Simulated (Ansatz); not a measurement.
Si3N4: single-point calculation

The run: single-point calculation of Si3N4 (I-43d, 14 atoms in the cell). Method and program: DFT, PBE, plane waves, PAW (Ansatz 0.2.0).

The structure derives from an entry of the Crystallography Open Database. The run did not end well. Figures and captions count atoms from 1; the log counts them from 0 in places.

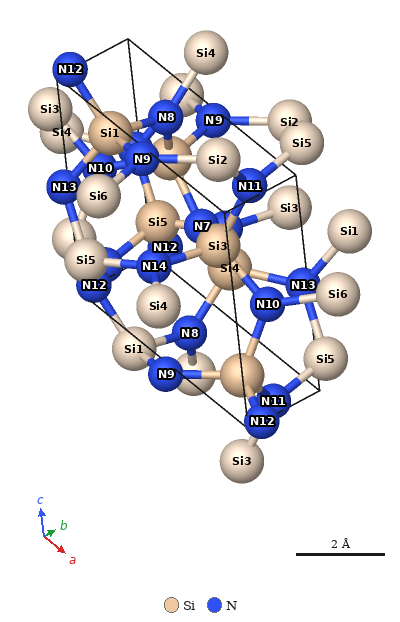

Figure 1. The input geometry (ball-and-stick view of the cell of the calculation, seen slightly off an axis; neighbours outside the cell are drawn fainter; atoms are numbered from 1 in the order of the input).

**What the run reported**

- outcome: stopped at the time limit
- space group (tolerance 0.01 Å): I-43d (220)
- hardware: 1 thread of Arm Neoverse V1, 24 GiB of memory available, shared host
- wall time: 2.8 min
- peak memory: 1.2 GiB

Settings chosen away from the usual ones: magnetization = {"spin_polarized": true}. The run was cut off by its time limit, so the output is incomplete.

**Input file**
```yaml
crystal:
  lattice:
    - [-3.23735, 3.23735, 3.23735]
    - [3.23735, -3.23735, 3.23735]
    - [3.23735, 3.23735, -3.23735]
  atoms:
    - { symbol: Si, position: [0.25, 0.125, 0.875], spin: 3.0 }
    - { symbol: Si, position: [0.875, 0.25, 0.125], spin: 3.0 }
    - { symbol: Si, position: [0.75, 0.375, 0.625], spin: 2.0 }
    - { symbol: Si, position: [0.625, 0.75, 0.375], spin: 2.0 }
    - { symbol: Si, position: [0.125, 0.875, 0.25], spin: 1.0 }
    - { symbol: Si, position: [0.375, 0.625, 0.75], spin: 1.0 }
    - { symbol: "N", position: [0.5628, 0.5628, 0.5628], spin: 2.0 }
    - { symbol: "N", position: [0.4372, 0.5, 0.0], spin: 3.0 }
    - { symbol: "N", position: [0.5, 0.0, 0.9372], spin: 3.0 }
    - { symbol: "N", position: [0.0, 0.4372, 0.5], spin: 1.0 }
    - { symbol: "N", position: [0.9372, 0.5, 0.0], spin: 1.0 }
    - { symbol: "N", position: [0.0628, 0.0628, 0.0628], spin: 1.0 }
    - { symbol: "N", position: [0.0, 0.9372, 0.5], spin: 2.0 }
    - { symbol: "N", position: [0.5, 0.0, 0.4372], spin: 3.0 }
kpoints:
  mp_grid: { grid: [6, 6, 6] }
scf:
  occupations: { method: fermi_dirac, width: 0.02 }
hamiltonian:
  xc: pbe
  pseudopotentials: { kind: paw }
output:
  forces: true
  stress: true
  populations: true
  efg:
    quadrupole_moments_barn: { "N": 0.02044 }
    contact_densities: true
magnetization:
  spin_polarized: true
```

Run as:
```bash
ansatz run input.yaml --threads 1 --pin off --max-ram 2560MiB --backend cpu --events-out ev --progress --plain --runs-dir out
```

**Output**
```
Engine: ansatz 0.2.0, aarch64-unknown-linux-gnu
Pseudopotentials: kind: paw
Pseudopotential: Si, paw, valence charge 4, recommended cutoff 420 eV (normal), Si.paw.azcp
Pseudopotential: N, paw, valence charge 5, recommended cutoff 420 eV (normal), N.paw.azcp
Functional definition: PBE
  parameter kappa = 0.804
  parameter beta = 0.06672455060314922
  exchange = pbe_x(kappa = kappa, mu = beta*pi^2/3)
  correlation = pbe_c(beta = beta)
Crystal: 14 atoms, lattice volume = 135.715 Å³
Basis set: ecut = 420 eV, 2659 PW (Γ), exchange–correlation on 80×80×80 points (8 copies of the dense FFT grid, shifted against one another)
Bands: 60, of which v1, the nominal top of the filled ones, is band 32 counted from 1 (31 counted from 0)
Symmetry: 1 space group operations
Space group: P1 (ITA 1), of the structure as read, at distance tolerance 5.1e-5 Å
Magnetic group: BNS 1.1 (UNI 1), of the structure as read, at distance tolerance 5.1e-5 Å
k-points: 112 of 216 (time reversal used)
Non-local potential: Si, projectors of the file, l = 0: 2, l = 1: 2, l = 2: 2
Non-local potential: N, projectors of the file, l = 0: 2, l = 1: 2, l = 2: 1
PAW form: soft (Blöchl's): semilocal exchange-correlation on the pseudo side does not see the compensation charge
PAW one-centre angular grid: Si, 110 points (default); XC on 64 Gauss nodes
PAW one-centre angular grid: N, 110 points (default); XC on 64 Gauss nodes
Initial density: superposition of atomic densities (chi_scale 0.1, normalization cell, long waves kept (reshape's long-wave potential 0.00 eV rms))
Starting moments: Σ|m| = 28 μB on 14 of 14 sites
Initial wavefunctions: pseudopotential atomic-orbital guess
Functional: x = pbe(κ = 0.804, μ = 0.2195149727645171), c = pbe(β = 0.06672455060314922)
SCF iter   1: F=—  HF=-6888.075707 eV  |F-HF|=—  |Δ(HF+E_count)|=         —  Δρ=2.08e-1 (↑1.23e-1 ↓2.08e-1)  dr2=3.52e1  dr2_m=2.88e1  M=0.000 μB ∫|m|=1.764 μB  β_m=0.30  ethr=3.10e-3  ⟨swp⟩=6.8  Hψ=63316  notcnv=0  defer=174
preconditioner: auto → Resta (q_TF=auto, 2.407 Å⁻¹)  ε∞=3.2  [insulator: Δε(μ)=1.786 eV  Ē_g=17.373 eV  σ=0.020 eV  W_gap=1.00  n_scr=42 (ndim 8)  ℏωp=25.5 eV  f_vac=0.000  D(μ)=0.00/eV (n_scr^D=0)  ε∞_Penn≈3.2]
spin=Collinear: Resta preconditioning applied to the charge; magnetization (m = ρ↑ − ρ↓) channel mixes plain (no charge-response kernel on spin).
SCF iter   2: F=—  HF=-6891.729880 eV  |F-HF|=—  |Δ(HF+E_count)|=    3.65e0  Δρ=1.32e-1 (↑9.43e-2 ↓1.32e-1)  dr2=8.59e0  dr2_m=1.44e1  M=0.000 μB ∫|m|=1.319 μB  β_m=0.30  ethr=3.10e-3  ⟨swp⟩=3.0  Hψ=29797  notcnv=0  defer=2520
SCF iter   3: F=—  HF=-6895.127622 eV  |F-HF|=—  |Δ(HF+E_count)|=    3.40e0  Δρ=8.07e-2 (↑8.07e-2 ↓7.69e-2)  dr2=8.27e-1  dr2_m=7.31e0  M=0.000 μB ∫|m|=1.023 μB  β_m=0.30  ethr=3.10e-3  ⟨swp⟩=3.2  Hψ=24263  notcnv=0  defer=2520
SCF iter   4: F=—  HF=-6897.791884 eV  |F-HF|=—  |Δ(HF+E_count)|=    2.66e0  Δρ=5.42e-2 (↑5.42e-2 ↓5.40e-2)  dr2=2.55e-2  dr2_m=3.63e0  M=0.000 μB ∫|m|=0.787 μB  β_m=0.30  ethr=1.29e-3  ⟨swp⟩=2.1  Hψ=19272  notcnv=0  defer=2510
SCF iter   5: F=—  HF=-6899.100312 eV  |F-HF|=—  |Δ(HF+E_count)|=    1.31e0  Δρ=3.87e-2 (↑3.85e-2 ↓3.87e-2)  dr2=4.72e-3  dr2_m=1.85e0  M=0.000 μB ∫|m|=0.613 μB  β_m=0.30  ethr=3.99e-5  ⟨swp⟩=3.0  Hψ=24458  notcnv=0  defer=2510
SCF iter   6: F=—  HF=-6899.749831 eV  |F-HF|=—  |Δ(HF+E_count)|=   6.50e-1  Δρ=2.77e-2 (↑2.76e-2 ↓2.77e-2)  dr2=6.94e-4  dr2_m=9.51e-1  M=0.000 μB ∫|m|=0.480 μB  β_m=0.30  ethr=7.38e-6  ⟨swp⟩=2.9  Hψ=22398  notcnv=0  defer=2510
SCF iter   7: F=—  HF=-6900.075144 eV  |F-HF|=—  |Δ(HF+E_count)|=   3.25e-1  Δρ=1.99e-2 (↑1.98e-2 ↓1.99e-2)  dr2=6.25e-5  dr2_m=4.92e-1  M=0.000 μB ∫|m|=0.376 μB  β_m=0.30  ethr=1.08e-6  ⟨swp⟩=3.7  Hψ=27354  notcnv=0  defer=2510
```

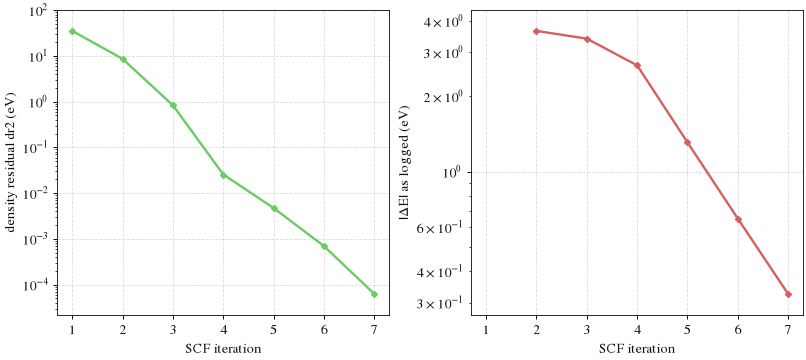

Figure 2. Convergence of the self-consistent field: density residual dr2 and size of the energy change against the SCF iteration. The run ended after 7 iterations.

```
Mixer restart at iter 7: flushing history
spin-set hold released at iteration 7 (site moments contracting): the magnetisation degrees of freedom join the quasi-Newton model from the next iteration; the mixer history was flushed
```
